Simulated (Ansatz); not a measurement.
## Run report: Ge, geometry relaxation (part 2 of 2)

Ge (P4₃2₁2, 12 atoms in the cell); DFT PBEsol, scalar-relativistic, plane waves, PAW, no spin polarisation (Ansatz 0.2.0); cutoff 420 eV, 6×6×4 k-mesh, Gaussian smearing of 0.02 eV. The structure derives from an entry of the Crystallography Open Database.

Geometry of the input (Å; fractional positions):
```
5.9300  0.0000  0.0000
0.0000  5.9300  0.0000
0.0000  0.0000  6.9800
Ge 0.0912  0.0912  0.0000
Ge 0.4088  0.5912  0.7500
Ge 0.9088  0.9088  0.5000
Ge 0.5912  0.4088  0.2500
Ge 0.1730  0.3784  0.2486
Ge 0.1216  0.6730  0.9986
Ge 0.8270  0.6216  0.7486
Ge 0.8784  0.3270  0.4986
Ge 0.6730  0.1216  0.0014
Ge 0.6216  0.8270  0.2514
Ge 0.3270  0.8784  0.5014
Ge 0.3784  0.1730  0.7514
```

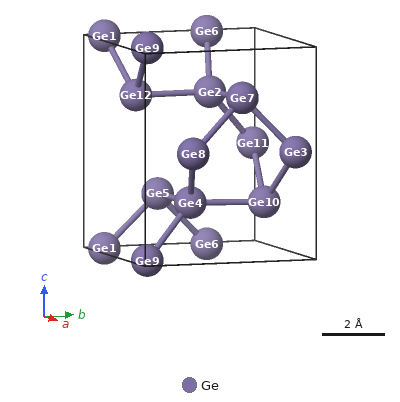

Fig. 1: The geometry at step 3 of the log (ball-and-stick view of the cell of the calculation, seen slightly off an axis; atoms are numbered from 1 in the order of the input).

## Output, continued
```
  k-point 0: bands = ["-15.1348", "-15.1072", "-15.1072", "-15.0886", "-15.0886", "-15.0881", "-15.0838", "-15.0678", "-15.0673", "-15.0673", "-15.0632", "-15.0598", "-15.0587", "-15.0325", "-15.0208", "-15.0186", "-15.0186", "-14.9957", "-14.9919", "-14.9919", "-14.9856", "-14.9856", "-14.9818", "-14.9818", "-14.9595", "-14.9547", "-14.9547", "-14.9547", "-14.9471", "-14.9298", "-14.9298", "-14.9213", "-14.9168", "-14.9071", "-14.9071", "-14.8974", "-14.8939", "-14.8939", "-14.8906", "-14.8893", "-14.8879", "-14.8640", "-14.8640", "-14.8620", "-14.8424", "-14.8424", "-14.8317", "-14.8317", "-14.8246", "-14.8199", "-14.8146", "-14.8016", "-14.7954", "-14.7954", "-14.7924", "-14.7894", "-14.7838", "-14.7525", "-14.7525", "-14.7380", "-3.3535", "-0.8671", "-0.8671", "0.0087", "0.5542", "0.5542", "0.6434", "2.8757", "3.3662", "3.3662", "3.4927", "3.9062", "5.2576", "5.5244", "5.5244", "5.7907", "6.0569", "6.3359", "6.3359", "7.4622", "8.1566", "8.2105", "8.2105", "8.9791", "10.6027", "10.8589", "10.8589", "11.7005", "12.4654", "12.8372", "12.9576", "13.4715", "13.4715", "13.5210", "14.0308", "14.0308", "15.2245", "15.2585", "15.7138", "15.7138", "15.8362"]
  k-point 1: bands = ["-15.1344", "-15.1210", "-15.0939", "-15.0872", "-15.0867", "-15.0867", "-15.0838", "-15.0728", "-15.0724", "-15.0681", "-15.0676", "-15.0650", "-15.0398", "-15.0266", "-15.0180", "-15.0164", "-15.0152", "-15.0017", "-14.9964", "-14.9949", "-14.9862", "-14.9815", "-14.9805", "-14.9800", "-14.9661", "-14.9658", "-14.9548", "-14.9498", "-14.9389", "-14.9385", "-14.9308", "-14.9235", "-14.9187", "-14.9097", "-14.9031", "-14.9004", "-14.8962", "-14.8932", "-14.8904", "-14.8878", "-14.8782", "-14.8679", "-14.8618", "-14.8596", "-14.8472", "-14.8338", "-14.8332", "-14.8284", "-14.8254", "-14.8233", "-14.8196", "-14.8059", "-14.7966", "-14.7966", "-14.7911", "-14.7838", "-14.7785", "-14.7592", "-14.7470", "-14.7395", "-3.1827", "-1.8713", "0.0464", "0.0589", "0.2617", "0.7066", "1.1674", "2.2739", "2.8734", "3.5881", "3.7653", "3.7952", "4.7193", "4.9473", "6.1142", "6.3077", "6.7157", "6.8725", "6.9147", "7.1035", "7.7190", "8.1359", "8.2660", "8.3142", "11.0576", "11.1832", "11.3459", "11.6621", "11.7006", "11.8792", "11.9208", "12.3728", "13.3958", "13.8922", "14.7200", "14.8751", "15.1871", "15.4998", "15.5083", "15.5368", "15.5691"]
  k-point 2: bands = ["-15.1307", "-15.1307", "-15.0862", "-15.0862", "-15.0853", "-15.0853", "-15.0811", "-15.0811", "-15.0724", "-15.0724", "-15.0679", "-15.0679", "-15.0199", "-15.0199", "-15.0165", "-15.0165", "-15.0105", "-15.0105", "-15.0019", "-15.0019", "-14.9868", "-14.9868", "-14.9753", "-14.9753", "-14.9677", "-14.9677", "-14.9520", "-14.9520", "-14.9447", "-14.9447", "-14.9229", "-14.9229", "-14.9196", "-14.9196", "-14.9037", "-14.9037", "-14.8929", "-14.8929", "-14.8871", "-14.8871", "-14.8706", "-14.8706", "-14.8611", "-14.8611", "-14.8372", "-14.8372", "-14.8308", "-14.8308", "-14.8275", "-14.8275", "-14.8156", "-14.8156", "-14.7960", "-14.7960", "-14.7861", "-14.7861", "-14.7677", "-14.7677", "-14.7428", "-14.7428", "-2.6777", "-2.6777", "0.1324", "0.1324", "0.6441", "0.6441", "1.6734", "1.6734", "3.1028", "3.1028", "3.7222", "3.7222", "4.7000", "4.7000", "6.3169", "6.3169", "7.1829", "7.1829", "7.2639", "7.2639", "8.0083", "8.0083", "8.4605", "8.4605", "9.9756", "9.9756", "10.6616", "10.6616", "12.6626", "12.6626", "12.6774", "12.6774", "13.8421", "13.8421", "13.8921", "13.8921", "14.8805", "14.8805", "14.9238", "14.9238", "16.4419"]
  k-point 29: bands = ["-15.1135", "-15.1135", "-15.1135", "-15.1135", "-15.0800", "-15.0800", "-15.0800", "-15.0800", "-15.0479", "-15.0479", "-15.0479", "-15.0479", "-15.0288", "-15.0288", "-15.0288", "-15.0288", "-14.9993", "-14.9993", "-14.9993", "-14.9993", "-14.9815", "-14.9815", "-14.9815", "-14.9815", "-14.9636", "-14.9636", "-14.9636", "-14.9636", "-14.9319", "-14.9319", "-14.9319", "-14.9319", "-14.9049", "-14.9049", "-14.9049", "-14.9049", "-14.8797", "-14.8797", "-14.8797", "-14.8797", "-14.8651", "-14.8651", "-14.8651", "-14.8651", "-14.8471", "-14.8471", "-14.8471", "-14.8471", "-14.8186", "-14.8186", "-14.8186", "-14.8186", "-14.8004", "-14.8004", "-14.8004", "-14.8004", "-14.7685", "-14.7685", "-14.7685", "-14.7685", "-1.1790", "-1.1790", "-1.1790", "-1.1790", "-0.1520", "-0.1520", "-0.1520", "-0.1520", "4.6644", "4.6644", "4.6644", "4.6644", "6.4618", "6.4618", "6.4618", "6.4618", "7.7960", "7.7960", "7.7960", "7.7960", "8.1969", "8.1969", "8.1969", "8.1969", "10.3932", "10.3932", "10.3932", "10.3932", "11.1315", "11.1315", "11.1315", "11.1315", "13.2806", "13.2806", "13.2806", "13.2806", "14.5944", "14.5944", "14.5944", "14.5944", "15.5476"]
--- Relaxed structure (4 steps of the walk, 4 accepted, 1 SCFs on fresh bases) ---
  F+E_penalty+E_count = -51040.63820605 eV   max|allowed force component| = 7.841e-4 eV/Å   (the final SCF, on the basis selected at the relaxed cell)
  cell:  # Å, volume = 244.7725 Å³
    - [5.924051597894202, 2.644893837872672e-33, 2.902779241373374e-19]
    - [2.644893837872672e-33, 5.924051597894202, -3.676630442732486e-33]
    - [3.416762075006118e-19, -4.327635833098273e-33, 6.974691477762532]
  atoms:
    - { symbol: Ge, position: [0.08877405146174695, 0.08877405146174698, 4.791839740130488e-19] }
    - { symbol: Ge, position: [0.4112259485382531, 0.588774051461747, 0.7500000000000001] }
    - { symbol: Ge, position: [0.9112259485382532, 0.9112259485382532, 0.5000000000000001] }
    - { symbol: Ge, position: [0.588774051461747, 0.4112259485382531, 0.25000000000000006] }
    - { symbol: Ge, position: [0.17169087826855822, 0.3695790135485212, 0.25671050568005366] }
    - { symbol: Ge, position: [0.13042098645147893, 0.6716908782685583, 1.0067105056800538] }
    - { symbol: Ge, position: [0.8283091217314418, 0.630420986451479, 0.7567105056800539] }
    - { symbol: Ge, position: [0.8695790135485211, 0.32830912173144183, 0.5067105056800537] }
    - { symbol: Ge, position: [0.6716908782685583, 0.13042098645147893, -0.006710505680053645] }
    - { symbol: Ge, position: [0.630420986451479, 0.8283091217314418, 0.24328949431994643] }
    - { symbol: Ge, position: [0.32830912173144183, 0.8695790135485211, 0.49328949431994645] }
    - { symbol: Ge, position: [0.3695790135485212, 0.17169087826855822, 0.7432894943199464] }
```

## Trajectory as extended XYZ (Å, eV, eV/Å), 5 frames, from step=1 to step=5
```
12
Lattice="5.9300 0.0000 0.0000 0.0000 5.9300 0.0000 0.0000 0.0000 6.9800" Properties=species:S:1:pos:R:3:forces:R:3 step=1 energy=-51040.57951 pressure_GPa=0.49
Ge    0.5408    0.5408    0.0000   -0.1387  -0.1387   0.0000
Ge    2.4242    3.5058    5.2350    0.1387  -0.1387   0.0000
Ge    5.3892    5.3892    3.4900    0.1387   0.1387   0.0000
Ge    3.5058    2.4242    1.7450   -0.1387   0.1387   0.0000
Ge    1.0259    2.2439    1.7352    0.0899  -0.1104   0.1414
Ge    0.7211    3.9909    6.9702    0.1104   0.0899   0.1414
Ge    4.9041    3.6861    5.2252   -0.0899   0.1104   0.1414
Ge    5.2089    1.9391    3.4802   -0.1104  -0.0899   0.1414
Ge    3.9909    0.7211    0.0098    0.0899   0.1104  -0.1414
Ge    3.6861    4.9041    1.7548    0.1104  -0.0899  -0.1414
Ge    1.9391    5.2089    3.4998   -0.0899  -0.1104  -0.1414
Ge    2.2439    1.0259    5.2448   -0.1104   0.0899  -0.1414
12
Lattice="5.9166 0.0000 0.0000 0.0000 5.9166 0.0000 0.0000 0.0000 6.9522" Properties=species:S:1:pos:R:3:forces:R:3 step=2 energy=-51040.63491 pressure_GPa=0.33
Ge    0.5197    0.5197    0.0000    0.0217   0.0217   0.0000
Ge    2.4386    3.4780    5.2141   -0.0217   0.0217   0.0000
Ge    5.3969    5.3969    3.4761   -0.0217  -0.0217   0.0000
Ge    3.4780    2.4386    1.7380    0.0217  -0.0217   0.0000
Ge    1.0089    2.1850    1.7921    0.0437  -0.0281  -0.0214
Ge    0.7733    3.9672    7.0062    0.0281   0.0437  -0.0214
Ge    4.9077    3.7316    5.2682   -0.0437   0.0281  -0.0214
Ge    5.1434    1.9494    3.5301   -0.0281  -0.0437  -0.0214
Ge    3.9672    0.7733   -0.0541    0.0437   0.0281   0.0214
Ge    3.7316    4.9077    1.6840    0.0281  -0.0437   0.0214
Ge    1.9494    5.1434    3.4220   -0.0437  -0.0281   0.0214
Ge    2.1850    1.0089    5.1601   -0.0281   0.0437   0.0214
12
Lattice="5.9274 0.0000 0.0000 0.0000 5.9274 0.0000 0.0000 0.0000 6.9789" Properties=species:S:1:pos:R:3:forces:R:3 step=3 energy=-51040.63806 pressure_GPa=-0.10
Ge    0.5247    0.5247    0.0000    0.0073   0.0073   0.0000
Ge    2.4390    3.4884    5.2342   -0.0073   0.0073   0.0000
Ge    5.4027    5.4027    3.4894   -0.0073  -0.0073   0.0000
Ge    3.4884    2.4390    1.7447    0.0073  -0.0073   0.0000
Ge    1.0173    2.1901    1.7897   -0.0065   0.0018  -0.0005
Ge    0.7736    3.9810    7.0239   -0.0018  -0.0065  -0.0005
Ge    4.9100    3.7373    5.2792    0.0065  -0.0018  -0.0005
Ge    5.1538    1.9464    3.5345    0.0018   0.0065  -0.0005
Ge    3.9810    0.7736   -0.0450   -0.0065  -0.0018   0.0005
Ge    3.7373    4.9100    1.6997   -0.0018   0.0065   0.0005
Ge    1.9464    5.1538    3.4444    0.0065   0.0018   0.0005
Ge    2.1901    1.0173    5.1892    0.0018  -0.0065   0.0005
12
Lattice="5.9241 0.0000 0.0000 0.0000 5.9241 0.0000 0.0000 0.0000 6.9747" Properties=species:S:1:pos:R:3:forces:R:3 step=4 energy=-51040.63830 pressure_GPa=-0.00
Ge    0.5259    0.5259    0.0000    0.0004   0.0004   0.0000
Ge    2.4361    3.4879    5.2310   -0.0004   0.0004   0.0000
Ge    5.3982    5.3982    3.4873   -0.0004  -0.0004   0.0000
Ge    3.4879    2.4361    1.7437    0.0004  -0.0004   0.0000
Ge    1.0171    2.1894    1.7905    0.0003  -0.0008  -0.0002
Ge    0.7726    3.9791    7.0215    0.0008   0.0003  -0.0002
Ge    4.9069    3.7346    5.2778   -0.0003   0.0008  -0.0002
Ge    5.1514    1.9449    3.5341   -0.0008  -0.0003  -0.0002
Ge    3.9791    0.7726   -0.0468    0.0003   0.0008   0.0002
Ge    3.7346    4.9069    1.6969    0.0008  -0.0003   0.0002
Ge    1.9449    5.1514    3.4405   -0.0003  -0.0008   0.0002
Ge    2.1894    1.0171    5.1842   -0.0008   0.0003   0.0002
12
Lattice="5.9241 0.0000 0.0000 0.0000 5.9241 0.0000 0.0000 0.0000 6.9747" Properties=species:S:1:pos:R:3:forces:R:3 step=5 energy=-51040.63821 pressure_GPa=-0.00
Ge    0.5259    0.5259    0.0000    0.0004   0.0004   0.0000
Ge    2.4361    3.4879    5.2310   -0.0004   0.0004   0.0000
Ge    5.3982    5.3982    3.4873   -0.0004  -0.0004   0.0000
Ge    3.4879    2.4361    1.7437    0.0004  -0.0004   0.0000
Ge    1.0171    2.1894    1.7905    0.0003  -0.0008  -0.0002
Ge    0.7726    3.9791    7.0215    0.0008   0.0003  -0.0002
Ge    4.9069    3.7346    5.2778   -0.0003   0.0008  -0.0002
Ge    5.1514    1.9449    3.5341   -0.0008  -0.0003  -0.0002
Ge    3.9791    0.7726   -0.0468    0.0003   0.0008   0.0002
Ge    3.7346    4.9069    1.6969    0.0008  -0.0003   0.0002
Ge    1.9449    5.1514    3.4405   -0.0003  -0.0008   0.0002
Ge    2.1894    1.0171    5.1842   -0.0008   0.0003   0.0002
```

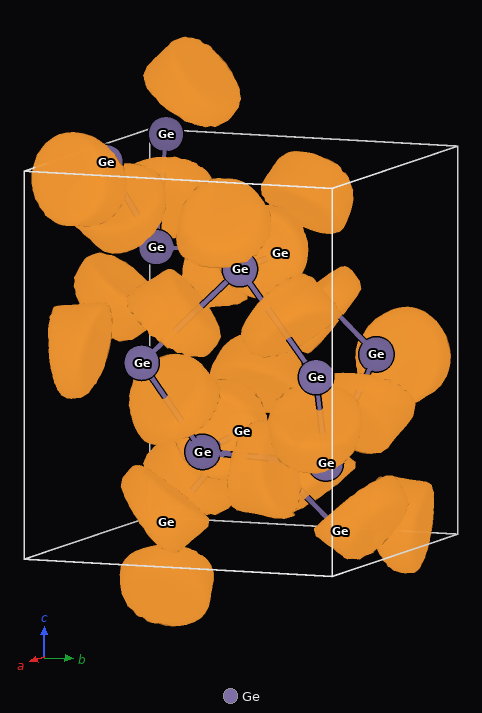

Fig. 2: Isosurface of the electron localisation function at 0.5 (orange), seen slightly off an axis. Only the valence region is drawn (cores and ρ < 0.01 e/Å³ removed). Sticks mark near contacts. The outline is the cell set on symmetry axes. Core electrons are frozen (PAW), so the fields are smoothed inside the atomic spheres.

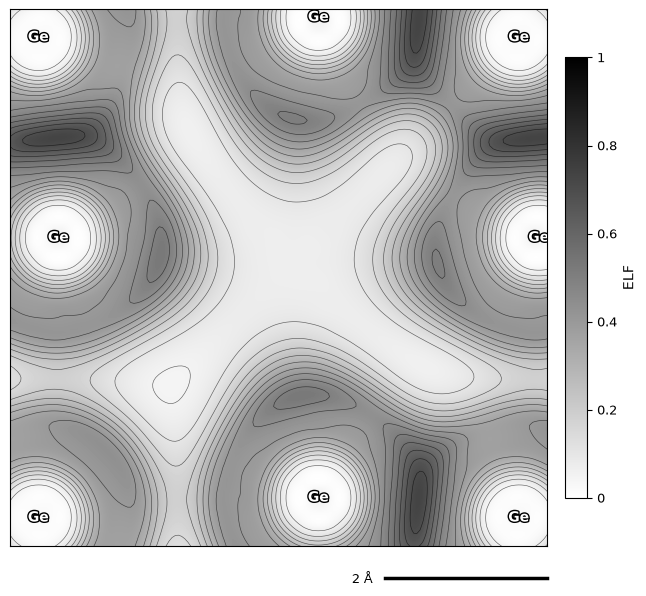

Fig. 3: Electron localisation function on the (001) plane of the conventional cell. Ge–Ge (2.48 Å): the ELF peaks at about 0.75 between the atoms, which marks a shared electron pair.

## Results in brief

- outcome: converged
- space group (tolerance 0.01 Å): P4₃2₁2 (96)
- electrons treated: 168
- free energy: −51040.6382 eV
- Fermi energy: 9.441 eV
- gap on the k-point mesh: 0.45 eV
- pressure: 0.00 GPa
- final volume: 244.77 Å³
- largest force (length of the vector) at the end: 0.001 eV/Å
- final cell: a = 5.924 Å, b = 5.924 Å, c = 6.975 Å, α = 90.00°, β = 90.00°, γ = 90.00°
- wall time: 2.9 min (CPU time 5.8 min)
- peak memory: 0.86 GiB
